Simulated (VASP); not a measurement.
# AgCl (Chlorargyrite): structure and properties in VASP

Aim: relax AgCl (Chlorargyrite), then compute properties on the relaxed cell. The steps: relaxing cell and atoms (SCAN), second relaxation, density, ELF and potential (SCAN), band structure (SCAN), density of states (SCAN), volume scan with SCAN, fit for SCAN and response to an electric field (SCAN). The start is a cell from a database of measured crystal structures.

Main program and level: VASP 6.6.1; SCAN; plane waves and PAW (Ag, Cl).

The database entry behind the starting cell differs from later determinations by our own check (an axis about 1.4 % short against later determinations), so it need not match the best structure at ambient conditions.

### 1. Set-up

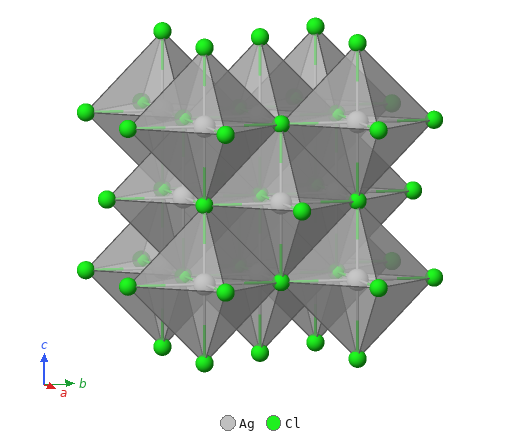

The cell as given, slightly off an axis (silver light grey, chlorine green). This picture shows the conventional cell, with its axes. Some periodic images of atoms are drawn too.

As a file:

```xyz
2
Lattice="0.0000 2.7350 2.7350 2.7350 0.0000 2.7350 2.7350 2.7350 0.0000" Properties=species:S:1:pos:R:3 pbc="T T T"
Ag    0.0000    0.0000    0.0000
Cl    2.7350    2.7350    2.7350
```

### 2. Relaxing cell and atoms (SCAN)

Properties are meant for the cell that this level of theory prefers, so cell and atoms are relaxed first (ISIF = 3) until forces and stress are small; EDIFFG sets the threshold. SCAN adds the kinetic-energy density; it is numerically more delicate than r2SCAN.

INCAR reads:

```
SYSTEM = AgCl
PREC = Accurate
ENCUT = 400
EDIFF = 1E-06
NELM = 100
ISMEAR = 0
SIGMA = 0.05
LREAL = .FALSE.
ALGO = Normal
METAGGA = SCAN
LASPH = .TRUE.
NBANDS = 15
LORBIT = 11
LWAVE = .FALSE.
LCHARG = .FALSE.
KPAR = 2
IBRION = 2
NSW = 60
ISIF = 3
EDIFFG = -0.01
```

POSCAR reads:

```
AgCl
1.0
    0.0000000000      2.7350000000      2.7350000000
    2.7350000000      0.0000000000      2.7350000000
    2.7350000000      2.7350000000      0.0000000000
Ag Cl
1 1
Direct
    0.0000000000      0.0000000000      0.0000000000
    0.5000000000      0.5000000000      0.5000000000
```

KPOINTS reads:

```
Automatic mesh
0
Gamma
7 7 7
0 0 0
```

The projector-augmented-wave data sets are Ag and Cl (PBE family, release 64).

Command:

```console
$ mpirun -np 2 vasp_std
```

Log:

```text
[banner, memory and clock lines left out]
running    2 mpi-ranks, on    1 nodes
 distrk:  each k-point on    1 cores,    2 groups
 distr:  one band on    1 cores,    1 groups

 POSCAR found type information on POSCAR AgCl
 POSCAR found :  2 types and       2 ions
|                                                                             |
|               ----> ADVICE to this user running VASP <----                  |
|                                                                             |
|     You enforced a specific xc type in the INCAR file but a different       |
|     [... a line on the potential file left out ...]
|     I HOPE YOU KNOW WHAT YOU ARE DOING!                                     |
|                                                                             |

 LDA part: xc-table for (None), standard interpolation
 POSCAR, INCAR and KPOINTS ok, starting setup
 FFT: planning ... GRIDC
 FFT: planning ... GRID_SOFT
 FFT: planning ... GRID
 WAVECAR not read
 entering main loop
       N       E                     dE             d eps       ncg     rms          rms(c)
DAV:   1     0.452773137904E+02    0.45277E+02   -0.76750E+03   632   0.887E+02
DAV:   2    -0.430434912181E+02   -0.88321E+02   -0.82073E+02   740   0.210E+02
DAV:   3    -0.457598346591E+02   -0.27163E+01   -0.27115E+01   754   0.398E+01
DAV:   4    -0.457777382227E+02   -0.17904E-01   -0.17902E-01   747   0.349E+00
DAV:   5    -0.457779715301E+02   -0.23331E-03   -0.23330E-03   768   0.391E-01    0.766E+00
DAV:   6    -0.405113259373E+02    0.52666E+01   -0.52892E+00   614   0.252E+01    0.663E+00
DAV:   7    -0.404395450839E+02    0.71781E-01   -0.23439E-01   670   0.526E+00    0.407E+00
DAV:   8    -0.404238139926E+02    0.15731E-01   -0.14703E-01   691   0.483E+00    0.882E-01
DAV:   9    -0.404240875111E+02   -0.27352E-03   -0.61705E-03   775   0.764E-01    0.457E-01
DAV:  10    -0.404223144435E+02    0.17731E-02   -0.19218E-03   712   0.539E-01    0.195E-01
DAV:  11    -0.404213578743E+02    0.95657E-03   -0.14405E-03   705   0.379E-01    0.573E-02
DAV:  12    -0.404214182848E+02   -0.60410E-04   -0.31295E-05   761   0.647E-02    0.366E-02
DAV:  13    -0.404215208129E+02   -0.10253E-03   -0.66214E-05   726   0.111E-01    0.151E-02
DAV:  14    -0.404215011656E+02    0.19647E-04   -0.52699E-06   733   0.364E-02    0.331E-03
DAV:  15    -0.404215011607E+02    0.48467E-08   -0.45319E-07   426   0.704E-03
   1 F= -.40421501E+02 E0= -.40421501E+02  d E =-.404215E+02
 curvature:   0.00 expect dE= 0.000E+00 dE for cont linesearch  0.000E+00
 trial: gam= 0.00000 g(F)=  0.138E-59 g(S)=  0.939E-02 ort = 0.000E+00 (trialstep = 0.100E+01)
 search vector abs. value=  0.939E-02
 bond charge predicted
       N       E                     dE             d eps       ncg     rms          rms(c)
DAV:   1    -0.405432837115E+02   -0.12178E+00   -0.21168E+00   600   0.148E+01    0.247E+00
DAV:   2    -0.404369282504E+02    0.10636E+00   -0.27597E-01   614   0.626E+00    0.786E-01
DAV:   3    -0.404303784076E+02    0.65498E-02   -0.20593E-02   712   0.131E+00    0.605E-01
DAV:   4    -0.404273043269E+02    0.30741E-02   -0.14699E-03   726   0.395E-01    0.868E-02
DAV:   5    -0.404271333676E+02    0.17096E-03   -0.16729E-04   691   0.183E-01    0.657E-02
DAV:   6    -0.404269129084E+02    0.22046E-03   -0.68691E-05   684   0.744E-02    0.178E-02
DAV:   7    -0.404269160130E+02   -0.31046E-05   -0.53862E-06   761   0.299E-02    0.105E-02
DAV:   8    -0.404269578226E+02   -0.41810E-04   -0.46035E-07   356   0.608E-03    0.229E-03
DAV:   9    -0.404269537789E+02    0.40437E-05   -0.10798E-07   363   0.510E-03    0.641E-04
DAV:  10    -0.404269517357E+02    0.20431E-05   -0.29195E-08   342   0.142E-03    0.479E-04
DAV:  11    -0.404269517032E+02    0.32485E-07   -0.29794E-09   349   0.572E-04
   2 F= -.40426952E+02 E0= -.40426952E+02  d E =-.545054E-02
 trial-energy change:   -0.005451  1 .order   -0.004371   -0.009395    0.000652
 step:   0.9599(harm=  0.9351)  dis= 0.00000  next Energy=   -40.426965 (dE=-0.546E-02)
 bond charge predicted
       N       E                     dE             d eps       ncg     rms          rms(c)
DAV:   1    -0.404271615096E+02   -0.20977E-03   -0.33759E-03   628   0.591E-01    0.981E-02
DAV:   2    -0.404267823383E+02    0.37917E-03   -0.46656E-04   614   0.248E-01    0.296E-02
DAV:   3    -0.404268088873E+02   -0.26549E-04   -0.30315E-05   733   0.475E-02    0.224E-02
DAV:   4    -0.404269046331E+02   -0.95746E-04   -0.21375E-06   705   0.142E-02    0.388E-03
DAV:   5    -0.404269145083E+02   -0.98752E-05   -0.30412E-07   342   0.901E-03    0.238E-03
DAV:   6    -0.404269232714E+02   -0.87631E-05   -0.89981E-08   335   0.273E-03    0.557E-04
DAV:   7    -0.404269221518E+02    0.11197E-05   -0.61557E-09   328   0.661E-04    0.403E-04
DAV:   8    -0.404269213465E+02    0.80524E-06   -0.23577E-09   328   0.512E-04
   3 F= -.40426921E+02 E0= -.40426921E+02  d E =-.542019E-02
 curvature:  -0.40 expect dE=-0.331E-05 dE for cont linesearch -0.331E-05
 trial: gam= 0.00000 g(F)=  0.130E-60 g(S)=  0.828E-05 ort =-0.279E-03 (trialstep = 0.992E+00)
 search vector abs. value=  0.828E-05
 reached required accuracy - stopping structural energy minimisation
```

The job ended after 36 s (2 MPI ranks of Intel Xeon 6975P-C (Granite Rapids), shared host; peak memory 0.3 GiB; 63 s of CPU time).

The logs omit lines about the potential files and the build; timing stands in the text.

OUTCAR, selected parts (step 2):

```text
ion  position               nearest neighbor table
   1  0.000  0.000  0.000-   2 2.73   2 2.73   2 2.73   2 2.73   2 2.73   2 2.73
   2  0.500  0.500  0.500-   1 2.73   1 2.73   1 2.73   1 2.73   1 2.73   1 2.73

  LATTYP: Found a face centered cubic cell.
 ALAT       =     5.4700000000

 Subroutine GETGRP returns: Found 48 space group operations
 (whereof 48 operations were pure point group operations)

The static configuration has the point symmetry O_h .

 Found     20 irreducible k-points:

   k-points           NKPTS =     20   k-points in BZ     NKDIM =     20   number of bands    NBANDS=     15

   dimension x,y,z NGX =    28 NGY =   28 NGZ =   28
   dimension x,y,z NGXF=    56 NGYF=   56 NGZF=   56

   ENCUT  =  400.0 eV  29.40 Ry    5.42 a.u.   6.31  6.31  6.31*2*pi/ulx,y,z

   NELECT =      18.0000    total number of electrons

 k-points in reciprocal lattice and weights: Automatic mesh
   0.00000000  0.00000000  0.00000000       0.003
   0.14285714  0.00000000  0.00000000       0.023
   0.28571429  0.00000000  0.00000000       0.023
   0.42857143  0.00000000  0.00000000       0.023
   0.14285714  0.14285714  0.00000000       0.017
   0.28571429  0.14285714  0.00000000       0.070
   0.42857143  0.14285714  0.00000000       0.070
  -0.42857143  0.14285714  0.00000000       0.070
  -0.28571429  0.14285714  0.00000000       0.070
[...]
-0.42857143  0.42857143  0.14285714       0.070
  -0.28571429  0.42857143  0.14285714       0.070

 average (electrostatic) potential at core
       1 -78.1049       2 -94.7568

 E-fermi :   3.8868

 k-point     1 :       0.0000    0.0000    0.0000
  band No.  band energies     occupation
    ...
      5       1.2211      2.00000
      6       1.2211      2.00000
      7       1.2213      2.00000
      8       1.2657      2.00000
      9       1.2657      2.00000
     10       5.0546      0.00000
     11      15.0981      0.00000
     12      15.0982      0.00000
     13      15.0982      0.00000
     14      16.4565      0.00000
    ...

 k-point     2 :       0.1429    0.0000    0.0000
  band No.  band energies     occupation
    ...
      5       1.2924      2.00000
      6       1.2925      2.00000
      7       1.5245      2.00000
      8       2.1977      2.00000
      9       2.1978      2.00000
     10       5.9356      0.00000
     11      13.4104      0.00000
     12      14.6520      0.00000
     13      14.6521      0.00000
     14      16.3708      0.00000
    ...

 k-point     3 :       0.2857    0.0000    0.0000
  band No.  band energies     occupation
    ...
      5       1.4486      2.00000
      6       1.4487      2.00000
      7       1.7237      2.00000
      8       3.0812      2.00000
      9       3.0813      2.00000
     10       7.4535      0.00000
     11      11.6267      0.00000
     12      13.0999      0.00000
     13      13.0999      0.00000
     14      16.8596      0.00000
    ...

  Total       -0.0106988     -0.0106988     -0.0106988      0.0000000      0.0000000      0.0000000
  in kB       -0.4086183     -0.4086183     -0.4086183      0.0000000      0.0000000      0.0000000
  external PRESSURE =      -0.4086183 kB  Pullay stress =       0.0000000 kB

  energy-cutoff  :      400.00
  volume of cell :       41.95
      direct lattice vectors                 reciprocal lattice vectors
     0.000000000  2.757817344  2.757817344    -0.181302798  0.181302798  0.181302798
     2.757817344  0.000000000  2.757817344     0.181302798 -0.181302798  0.181302798
     2.757817344  2.757817344 -0.000000000     0.181302798  0.181302798 -0.181302798

 POSITION                                       TOTAL-FORCE (eV/Angst)
 -----------------------------------------------------------------------------------
      0.00000      0.00000      0.00000         0.000000     -0.000000      0.000000
      2.75782      2.75782      2.75782        -0.000000      0.000000     -0.000000
 -----------------------------------------------------------------------------------
    total drift:                                0.000000      0.000000      0.000000

  FREE ENERGIE OF THE ION-ELECTRON SYSTEM (eV)
  ---------------------------------------------------
  free  energy   TOTEN  =       -40.4269213465 eV

  energy  without entropy=      -40.4269213465  energy(sigma->0) =      -40.42692135

 reached required accuracy - stopping structural energy minimisation

 total charge
# of ion       s       p       d       tot
------------------------------------------
    1        0.210   0.139   9.388   9.738
    2        1.605   3.508   0.000   5.113
--------------------------------------------------
tot          1.815   3.648   9.388  14.851

[... 3 further parts left out ...]
```

The gap is read on the k-mesh alone, so it is an upper bound where the band edges lie off the mesh. The PAW data sets were made with PBE, which is usual practice but a small mismatch for other functionals. The run keeps the 48 symmetry operations of its start, so it cannot find a distortion of lower symmetry.

Relaxation path:

```
step  energy less that of the first step (eV)  largest force (eV/Å)  pressure (GPa)  volume (Å³)
   1                                   0.0000                0.0000            1.41        40.92
   2                                  -0.0055                0.0000           -0.10        41.99
   3                                  -0.0054                0.0000           -0.04        41.95
```

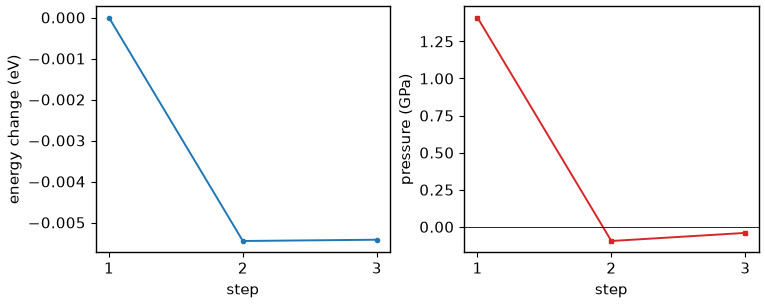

Energy and pressure along the relaxation.

```
conventional cell, symmetrised  before  after  change
                         a (Å)   5.470  5.516  +0.8 %
                         b (Å)   5.470  5.516  +0.8 %
                         c (Å)   5.470  5.516  +0.8 %
              volume (Å³/atom)   20.46  20.97  +2.5 %
```

Final coordinates:

```cif
data_structure
_symmetry_space_group_name_H-M 'P 1'
_symmetry_Int_Tables_number 1
_cell_length_a 3.9001
_cell_length_b 3.9001
_cell_length_c 3.9001
_cell_angle_alpha 60.000
_cell_angle_beta 60.000
_cell_angle_gamma 60.000
_cell_volume 41.95
loop_
_atom_site_label
_atom_site_type_symbol
_atom_site_fract_x
_atom_site_fract_y
_atom_site_fract_z
_atom_site_occupancy
Ag1 Ag 0.00000 0.00000 0.00000 1
Cl2 Cl 0.50000 0.50000 0.50000 1
```

Numbers from this step:

```yaml
electrons: 18
bands: 15
irreducible_k_points: 20
symmetry_operations: 48
free_energy_toten: -40.43 eV
fermi_energy: 3.887 eV
pressure: -0.04086 GPa
metallic: no
valence_top_at_k: 0.4286, 0, 0
conduction_bottom_at_k: 0, 0, 0
least_direct_gap_at_k: 0.1429, 0, 0
scf_cycles_over_all_ionic_steps: 34
gap_on_the_k_mesh: 1.412 eV
least_direct_gap_on_the_k_mesh: 3.738 eV
```

It ends with forces that vanish by symmetry and a pressure of -0.04 GPa. The volume lies +2.5 % from that of the database's start.

### 3. Second relaxation

The basis stayed that of the start cell while the cell moved. A rerun from the cell reached resets it; the error of the finite cutoff stays.

INCAR is that of step 2.

POSCAR reads:

```
AgCl
1.0
    0.0000000000      2.7578173435      2.7578173435
    2.7578173435      0.0000000000      2.7578173435
    2.7578173435      2.7578173435      0.0000000000
Ag Cl
1 1
Direct
    0.0000000000      0.0000000000      0.0000000000
    0.5000000000      0.5000000000      0.5000000000
```

KPOINTS is that of step 2.

Command:

```console
$ mpirun -np 2 vasp_std
```

Log:

```text
[banner, memory and clock lines left out]
running    2 mpi-ranks, on    1 nodes
 distrk:  each k-point on    1 cores,    2 groups
 distr:  one band on    1 cores,    1 groups

 POSCAR found type information on POSCAR AgCl
 POSCAR found :  2 types and       2 ions
 [... a notice as in an earlier step ...]

 LDA part: xc-table for (None), standard interpolation
 POSCAR, INCAR and KPOINTS ok, starting setup
 FFT: planning ... GRIDC
 FFT: planning ... GRID_SOFT
 FFT: planning ... GRID
 WAVECAR not read
 entering main loop
       N       E                     dE             d eps       ncg     rms          rms(c)
DAV:   1     0.430118923845E+02    0.43012E+02   -0.75903E+03   656   0.881E+02
DAV:   2    -0.430544709132E+02   -0.86066E+02   -0.81425E+02   740   0.212E+02
DAV:   3    -0.457696074482E+02   -0.27151E+01   -0.27101E+01   705   0.397E+01
DAV:   4    -0.457879202269E+02   -0.18313E-01   -0.18310E-01   796   0.354E+00
DAV:   5    -0.457881613089E+02   -0.24108E-03   -0.24108E-03   705   0.396E-01    0.718E+00
DAV:   6    -0.405171377567E+02    0.52710E+01   -0.53169E+00   600   0.251E+01    0.642E+00
DAV:   7    -0.404459681238E+02    0.71170E-01   -0.23126E-01   670   0.520E+00    0.395E+00
DAV:   8    -0.404304259371E+02    0.15542E-01   -0.14682E-01   677   0.482E+00    0.861E-01
DAV:   9    -0.404313079358E+02   -0.88200E-03   -0.69998E-03   796   0.778E-01    0.461E-01
DAV:  10    -0.404294689630E+02    0.18390E-02   -0.19531E-03   733   0.542E-01    0.202E-01
DAV:  11    -0.404284127409E+02    0.10562E-02   -0.16188E-03   705   0.405E-01    0.637E-02
DAV:  12    -0.404284744850E+02   -0.61744E-04   -0.35054E-05   796   0.695E-02    0.422E-02
DAV:  13    -0.404285992355E+02   -0.12475E-03   -0.90578E-05   733   0.130E-01    0.176E-02
DAV:  14    -0.404285738489E+02    0.25387E-04   -0.72887E-06   733   0.428E-02    0.369E-03
DAV:  15    -0.404285747279E+02   -0.87899E-06   -0.59061E-07   419   0.788E-03
   1 F= -.40428575E+02 E0= -.40428575E+02  d E =-.404286E+02
 curvature:   0.00 expect dE= 0.000E+00 dE for cont linesearch  0.000E+00
 trial: gam= 0.00000 g(F)=  0.218E-59 g(S)=  0.283E-06 ort = 0.000E+00 (trialstep = 0.100E+01)
 search vector abs. value=  0.283E-06
 reached required accuracy - stopping structural energy minimisation
```

Elapsed: 16 s, on 2 MPI ranks; peak memory 0.3 GiB.

Parts of OUTCAR (step 3):

```text
  LATTYP: Found a face centered cubic cell.
 ALAT       =     5.5156346870

The static configuration has the point symmetry O_h .

 Found     20 irreducible k-points:

   ENCUT  =  400.0 eV  29.40 Ry    5.42 a.u.   6.36  6.36  6.36*2*pi/ulx,y,z

   NELECT =      18.0000    total number of electrons

 E-fermi :   3.8910

 k-point     1 :       0.0000    0.0000    0.0000
  band No.  band energies     occupation
    ...
      5       1.2210      2.00000
      6       1.2210      2.00000
      7       1.2213      2.00000
      8       1.2656      2.00000
      9       1.2656      2.00000
     10       5.0548      0.00000
     11      15.0980      0.00000
     12      15.0980      0.00000
     13      15.0980      0.00000
     14      16.4565      0.00000
    ...

 k-point     2 :       0.1429    0.0000    0.0000
  band No.  band energies     occupation
    ...
      5       1.2924      2.00000
      6       1.2924      2.00000
      7       1.5244      2.00000
      8       2.1976      2.00000
      9       2.1977      2.00000
     10       5.9358      0.00000
     11      13.4103      0.00000
     12      14.6520      0.00000
     13      14.6520      0.00000
     14      16.3706      0.00000
    ...

  Total       -0.0019772     -0.0019772     -0.0019772      0.0000000      0.0000000      0.0000000
  in kB       -0.0755162     -0.0755162     -0.0755162      0.0000000      0.0000000      0.0000000
  external PRESSURE =      -0.0755162 kB  Pullay stress =       0.0000000 kB

  energy-cutoff  :      400.00
  volume of cell :       41.95
      direct lattice vectors                 reciprocal lattice vectors
     0.000000000  2.757817344  2.757817344    -0.181302798  0.181302798  0.181302798
     2.757817344  0.000000000  2.757817344     0.181302798 -0.181302798  0.181302798
     2.757817344  2.757817344  0.000000000     0.181302798  0.181302798 -0.181302798

 POSITION                                       TOTAL-FORCE (eV/Angst)
 -----------------------------------------------------------------------------------
      0.00000      0.00000      0.00000        -0.000000      0.000000      0.000000
      2.75782      2.75782      2.75782         0.000000     -0.000000     -0.000000
 -----------------------------------------------------------------------------------
    total drift:                                0.000000      0.000000      0.000000

  FREE ENERGIE OF THE ION-ELECTRON SYSTEM (eV)
  ---------------------------------------------------
  free  energy   TOTEN  =       -40.4285747279 eV

  energy  without entropy=      -40.4285747279  energy(sigma->0) =      -40.42857473

 total charge
# of ion       s       p       d       tot
------------------------------------------
    1        0.210   0.139   9.388   9.738
    2        1.605   3.509   0.000   5.114
--------------------------------------------------
tot          1.815   3.648   9.388  14.851

[... 5 parts as in an earlier step ...]

[... 6 further parts left out ...]
```

CONTCAR:

```
AgCl
   1.00000000000000
     0.0000000000000000    2.7578173435000002    2.7578173435000002
     2.7578173435000002    0.0000000000000000    2.7578173435000002
     2.7578173435000002    2.7578173435000002    0.0000000000000000
  Ag              Cl
     1     1
Direct
     0.0000000000000000    0.0000000000000000    0.0000000000000000
     0.5000000000000000    0.5000000000000000    0.5000000000000000
```

Little changed from the start: no atom moved by 0.005 Å and no cell edge by 0.1 %.

Numbers from this step:

```
Fermi energy                    : 3.891 eV
pressure                        : -0.007552 GPa
SCF cycles over all ionic steps : 15
```

It ends with forces that vanish by symmetry and a pressure of -0.01 GPa. The volume moved by under 0.01 %: the run met its threshold at the first step.

(Part 1 of 4 ends here.)

[Lines on the potential files, build, host, timing and source positions are cut from VASP's logs without a mark.]

[Logs are printed without paths, hosts, clocks, repeated set-up lines and the standing remarks that a program may print on its own settings, such as how far it seeks lower states.]

[Hosts, paths, dates, database ids (printed as entryN), source tags and the programs' standing remarks are cut or masked in the printed files.]

[A measured line is paired with the nearest computed mode of its activity, which favours agreement.]
